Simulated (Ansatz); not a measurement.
A series of calculations on C$_{26}$N

### Relaxation

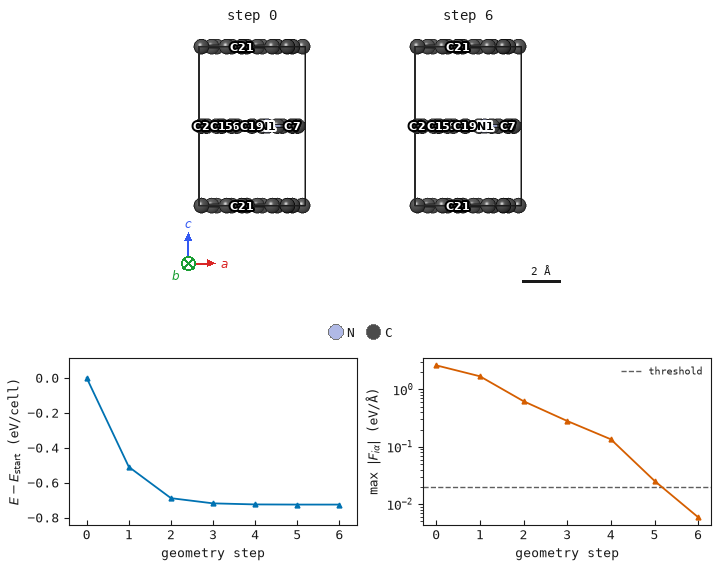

First and last geometry of a relaxation of a defect cell of composition C26N, with the history of the run. A ball-and-stick model of the cell of the calculation (origin shifted), seen along the b axis.

Case: N after trading places with the vacancy, charge +0, atoms relaxed.

Computed with DFT PBE, scalar-relativistic, plane waves, PAW (Ansatz).

Input
```yaml
crystal:
  lattice:
    - [4.933065567, -4.2721600996, 0.0]
    - [-6.1663319588, -2.1360800497, 0.0]
    - [0.0, 0.0, -8.4654494173]
  atoms:
    - { symbol: "N", position: [0.7619047619, 0.8095238095, 0.75] }
    - { symbol: C, position: [0.1428571429, 0.7142857143, 0.75] }
    - { symbol: C, position: [0.7142857143, 0.5714285714, 0.75] }
    - { symbol: C, position: [0.2857142857, 0.4285714286, 0.75] }
    - { symbol: C, position: [0.8571428571, 0.2857142857, 0.75] }
    - { symbol: C, position: [0.4285714286, 0.1428571429, 0.75] }
    - { symbol: C, position: [0.0, 0.0, 0.75] }
    - { symbol: C, position: [0.5714285714, 0.8571428571, 0.25] }
    - { symbol: C, position: [0.1428571429, 0.7142857143, 0.25] }
    - { symbol: C, position: [0.7142857143, 0.5714285714, 0.25] }
    - { symbol: C, position: [0.2857142857, 0.4285714286, 0.25] }
    - { symbol: C, position: [0.8571428571, 0.2857142857, 0.25] }
    - { symbol: C, position: [0.4285714286, 0.1428571429, 0.25] }
    - { symbol: C, position: [0.0, 0.0, 0.25] }
    - { symbol: C, position: [0.3333333333, 0.6666666667, 0.75] }
    - { symbol: C, position: [0.9047619048, 0.5238095238, 0.75] }
    - { symbol: C, position: [0.4761904762, 0.380952381, 0.75] }
    - { symbol: C, position: [0.0476190476, 0.2380952381, 0.75] }
    - { symbol: C, position: [0.619047619, 0.0952380952, 0.75] }
    - { symbol: C, position: [0.1904761905, 0.9523809524, 0.75] }
    - { symbol: C, position: [0.5238095238, 0.619047619, 0.25] }
    - { symbol: C, position: [0.0952380952, 0.4761904762, 0.25] }
    - { symbol: C, position: [0.6666666667, 0.3333333333, 0.25] }
    - { symbol: C, position: [0.2380952381, 0.1904761905, 0.25] }
    - { symbol: C, position: [0.8095238095, 0.0476190476, 0.25] }
    - { symbol: C, position: [0.380952381, 0.9047619048, 0.25] }
    - { symbol: C, position: [0.9523809524, 0.7619047619, 0.25] }
basis:
  ecutwfc: 420
  xc_grid: 2
kpoints:
  mp_grid: { grid: [4, 4, 3], shift: [0.0, 0.0, 0.0] }
hamiltonian:
  xc: pbe
scf:
  occupations: { method: gaussian, width: 0.1 }
output:
  forces: true
  stress: false
  eigenvalues: true
  write_density: true
  write_potential: true
  elf: true
  volumetric_format: npy
relax:
  adjacent_minimum: "off"
  f_tol: 0.02
  max_steps: 60
```

Launched with:
```bash
ansatz run input.yaml --threads 4 --pin off --max-ram 8192MiB --backend cpu --events-out ev --progress --plain --runs-dir out
```

Question: What do the curves and the structures tell?

Answer: It converged. The energy falls by 0.725 eV per cell of the calculation in 6 geometry steps. Largest force component: 2.6 eV/Å at the start, 0.0059 eV/Å at the end. C19 moves most: 0.16 Å roughly along [−1 −1 0]. Largest moves by element: C 0.16 Å, N 0.11 Å. The cell doesn't change. Among the contacts that change: C4–C18 1.424 → 1.504 Å, N1–C3 1.424 → 1.346 Å, C5–C19 1.424 → 1.486 Å, C7–C18 1.424 → 1.480 Å. Among the angles between lasting bonds that change: C18–C5–C19 120.0° → 127.1°, C2–C16–C3 120.0° → 113.4°, C19–C6–C20 120.0° → 113.6°.

Limits of the set-up: the cell has an odd number of electrons but was run without spin polarisation; the periodic images lie only 6.5 Å apart, so the values are limited by the cell's size.

### Relaxation

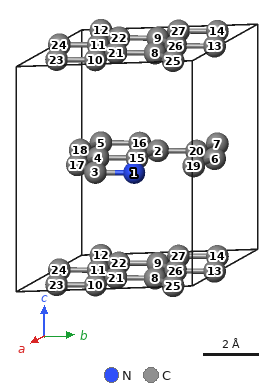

This is the input geometry for a relaxation of a defect cell of composition C26N. Style: ball-and-stick. Shown: the cell of the calculation (origin shifted), slightly off an axis.

The calculation used Ansatz 0.2.0, DFT PBE, scalar-relativistic, plane waves, PAW; settings changed.

Input
```yaml
crystal:
  lattice:
    - [4.933065567, -4.2721600996, 0.0]
    - [-6.1663319588, -2.1360800497, 0.0]
    - [0.0, 0.0, -8.4654494173]
  atoms:
    - { symbol: "N", position: [0.7619047619, 0.8095238095, 0.75] }
    - { symbol: C, position: [0.1428571429, 0.7142857143, 0.75] }
    - { symbol: C, position: [0.7142857143, 0.5714285714, 0.75] }
    - { symbol: C, position: [0.2857142857, 0.4285714286, 0.75] }
    - { symbol: C, position: [0.8571428571, 0.2857142857, 0.75] }
    - { symbol: C, position: [0.4285714286, 0.1428571429, 0.75] }
    - { symbol: C, position: [0.0, 0.0, 0.75] }
    - { symbol: C, position: [0.5714285714, 0.8571428571, 0.25] }
    - { symbol: C, position: [0.1428571429, 0.7142857143, 0.25] }
    - { symbol: C, position: [0.7142857143, 0.5714285714, 0.25] }
    - { symbol: C, position: [0.2857142857, 0.4285714286, 0.25] }
    - { symbol: C, position: [0.8571428571, 0.2857142857, 0.25] }
    - { symbol: C, position: [0.4285714286, 0.1428571429, 0.25] }
    - { symbol: C, position: [0.0, 0.0, 0.25] }
    - { symbol: C, position: [0.3333333333, 0.6666666667, 0.75] }
    - { symbol: C, position: [0.9047619048, 0.5238095238, 0.75] }
    - { symbol: C, position: [0.4761904762, 0.380952381, 0.75] }
    - { symbol: C, position: [0.0476190476, 0.2380952381, 0.75] }
    - { symbol: C, position: [0.619047619, 0.0952380952, 0.75] }
    - { symbol: C, position: [0.1904761905, 0.9523809524, 0.75] }
    - { symbol: C, position: [0.5238095238, 0.619047619, 0.25] }
    - { symbol: C, position: [0.0952380952, 0.4761904762, 0.25] }
    - { symbol: C, position: [0.6666666667, 0.3333333333, 0.25] }
    - { symbol: C, position: [0.2380952381, 0.1904761905, 0.25] }
    - { symbol: C, position: [0.8095238095, 0.0476190476, 0.25] }
    - { symbol: C, position: [0.380952381, 0.9047619048, 0.25] }
    - { symbol: C, position: [0.9523809524, 0.7619047619, 0.25] }
basis:
  ecutwfc: 420
  xc_grid: 2
kpoints:
  mp_grid: { grid: [4, 4, 3], shift: [0.0, 0.0, 0.0] }
hamiltonian:
  xc: pbe
scf:
  occupations: { method: gaussian, width: 0.1 }
  initial_density: { chi_scale: 0.0 }
output:
  forces: true
  eigenvalues: true
relax:
  adjacent_minimum: "off"
  f_tol: 0.02
  max_steps: 60
```

Command:
```bash
ansatz run input.yaml --threads 4 --pin off --max-ram 8192MiB --backend cpu --events-out ev --progress --plain --runs-dir out
```

**Predict the outcome.**

Over 6 geometry steps the energy falls by 0.725 eV per cell of the calculation. Largest force component: 2.6 eV/Å at the start, 0.0059 eV/Å at the end. The largest moves, 0.16 Å, are those of C15 and C19. C15 goes along [1 3 0]. Largest moves by element: C 0.16 Å, N 0.11 Å. The cell stays as it was. Near-neighbour distances that change, for instance: C4–C18 1.424 → 1.504 Å, N1–C3 1.424 → 1.346 Å, C5–C19 1.424 → 1.486 Å, C7–C18 1.424 → 1.480 Å. Among the angles between lasting bonds that change: C16–C5–C18 120.0° → 112.6°, C18–C5–C19 120.0° → 127.1°, C2–C15–C4 120.0° → 114.3°. The run took 94 s on 4 threads of Arm Neoverse V1 (shared host), peak memory 1 GiB.

After the run, drawn alike:

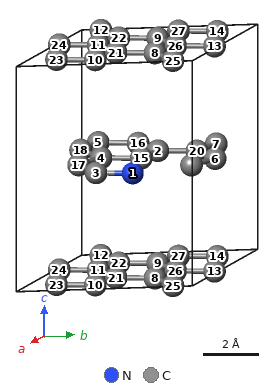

Limits of the set-up: the cell has an odd number of electrons but was run without spin polarisation; the periodic images lie only 6.5 Å apart, so the values are limited by the cell's size.

### Path

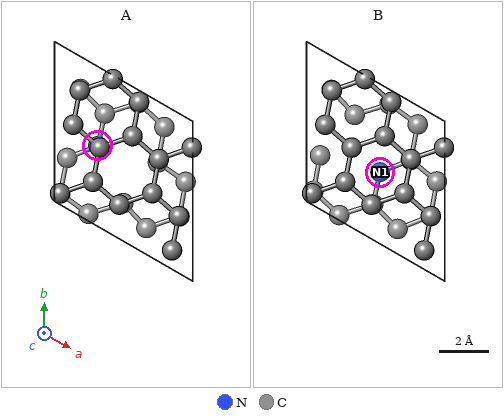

The two relaxed end points of a path for a defect cell of composition C₂₆N (27 atoms in the cell). A ball-and-stick model of the simulation cell (origin moved), seen along the c axis. The moving atom is ringed, with any periodic copies. Bonds to atoms that aren't drawn are left out.

All numbers below come from Ansatz, DFT PBE, scalar-relativistic, plane waves, PAW.

Settings: plane-wave cutoff 420 eV; k-point mesh 4 × 4 × 3; Gaussian smearing 0.1 eV; 5 movable images; climbing image.

Start:
```
N C
1.0
     4.93307   -4.27216    0.00000
    -6.16633   -2.13608    0.00000
     0.00000    0.00000   -8.46545
N C
1 26
Direct
  0.55834 0.86144 0.75000
  0.14833 0.71487 0.75000
  0.74152 0.59491 0.75000
  0.28645 0.42716 0.75000
  0.85381 0.27802 0.75000
  0.43157 0.15385 0.75000
  0.99151 0.97347 0.75000
  0.57042 0.85668 0.25000
  0.14179 0.71384 0.25000
  0.71325 0.57101 0.25000
  0.28471 0.42813 0.25000
  0.85607 0.28521 0.25000
  0.42752 0.14241 0.25000
  0.99892 0.99951 0.25000
  0.33625 0.67464 0.75000
  0.90870 0.52262 0.75000
  0.49027 0.40216 0.75000
  0.03869 0.21908 0.75000
  0.60838 0.08815 0.75000
  0.19232 0.95312 0.75000
  0.52280 0.61862 0.25000
  0.09418 0.47574 0.25000
  0.66562 0.33293 0.25000
  0.23700 0.18999 0.25000
  0.80845 0.04713 0.25000
  0.37993 0.90431 0.25000
  0.95130 0.76148 0.25000
```

End:
```
CELL_PARAMETERS angstrom
4.93307 -4.27216 0.00000
-6.16633 -2.13608 0.00000
0.00000 0.00000 -8.46545
ATOMIC_POSITIONS crystal
N 0.77629 0.80616 0.75000
C 0.14228 0.71446 0.75000
C 0.72622 0.57944 0.75000
C 0.29592 0.44851 0.75000
C 0.84434 0.26542 0.75000
C 0.42591 0.14495 0.75000
C 0.99835 0.99294 0.75000
C 0.57130 0.85674 0.25000
C 0.14276 0.71390 0.25000
C 0.71413 0.57103 0.25000
C 0.28563 0.42821 0.25000
C 0.85701 0.28529 0.25000
C 0.42844 0.14241 0.25000
C 0.99983 0.99961 0.25000
C 0.34312 0.69415 0.75000
C 0.90304 0.51375 0.75000
C 0.48079 0.38956 0.75000
C 0.04815 0.24042 0.75000
C 0.59308 0.07264 0.75000
C 0.18628 0.95271 0.75000
C 0.52368 0.61870 0.25000
C 0.09511 0.47579 0.25000
C 0.66652 0.33293 0.25000
C 0.23797 0.19009 0.25000
C 0.80934 0.04719 0.25000
C 0.38085 0.90435 0.25000
C 0.95224 0.76151 0.25000
```

Q: What barrier does the band find between them, and by what path?

A: The barrier is about 4.04 eV in both directions, with image 3 at the top; the ends have nearly the same energy. The N atom travels furthest, 1.63 Å from end to end, along [3 −1 0], on a straight line. At the highest image its nearest neighbour (C) is 1.84 Å away, against 1.35 Å at the start, and the surrounding atoms stand up to 0.18 Å off the mean of their end positions. Breaking: 2 C–N (1.35 → 2.54–2.56 Å). Forming: 2 C–N (2.54–2.56 → 1.35 Å). The band is converged.

Energies of the converged images:

```csv
image,path (Å),E (eV)
0,0.00,0.000
1,0.35,0.533
2,0.71,2.803
3,1.06,4.040
4,1.41,2.811
5,1.77,0.547
6,2.12,0.004
```

The geometry at the top of the path:

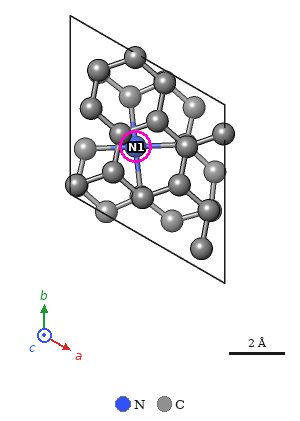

Limits of the set-up: the cell has an odd number of electrons but was run without spin polarisation; the periodic images lie only 6.5 Å apart, so the values are limited by the cell's size.
